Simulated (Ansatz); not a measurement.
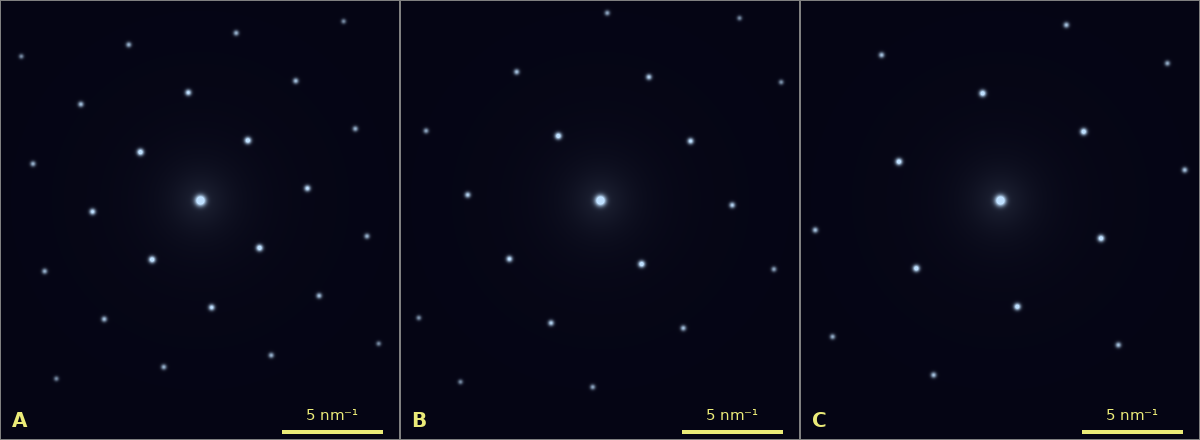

Simulated selected-area electron diffraction patterns (200 kV, kinematic approximation, thin crystal, B = 0.5 Å² for all atoms).

All three come from Ir, space group Pm-3m (No. 221), a = 2.62 Å. Structure: the end point of a relaxation with DFT, BLYP, plane waves (420 eV) with PAW, scalar-relativistic in Ansatz 0.2.0; the starting structure was generated, so it need not be a known form of this composition.

```tsv
atom	site	symmetry	x	y	z
Ir	1a	m-3m	0.0000	0.0000	0.0000
```

### Assign the zone axes [001], [110], [111] to A, B and C.

A is [001]: square net of 1 0 0 at d = 2.62 Å and 0 1 0 at d = 2.62 Å, at 90.0°. B is [110]: rectangular net of 0 0 1 at d = 2.62 Å and 1 -1 0 at d = 1.85 Å, at 90.0°. C is [111]: hexagonal net of -1 1 0 at d = 1.85 Å and -1 0 1 at d = 1.85 Å, at 60.0°.
